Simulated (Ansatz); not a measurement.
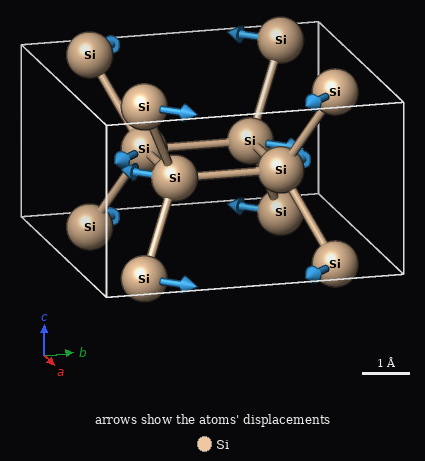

Phonons of a crystal of Si, space group I4/mmm (No. 139), at the zone centre. The optical levels lie at 135, 197, 398 (×2), 405, 416, 497 (×2), 538 cm⁻¹. One mode is drawn. The blue arrows are the displacements of the atoms (eigenvector over the root of the mass), of arbitrary overall length and sign. Style: ball-and-stick. Shown: the conventional cell (2 times the calculation's cell), slightly off an axis. Lengths and directions refer to the drawn axes.

Method: DFT LDA, scalar-relativistic, plane waves, PAW in Ansatz. Settings: plane-wave cutoff 420 eV; k-point mesh 10 × 10 × 10; occupations gaussian; smearing width 0.03 eV; no spin polarisation.

Frequencies are those without the non-analytic (LO–TO) term.

### To which level does it belong?

The level at 416 cm⁻¹. This is the B₁g mode, optical level 5 of 7, counted from below, Raman-active by symmetry. Atoms of one kind move against one another, with no net shift of their sublattice.
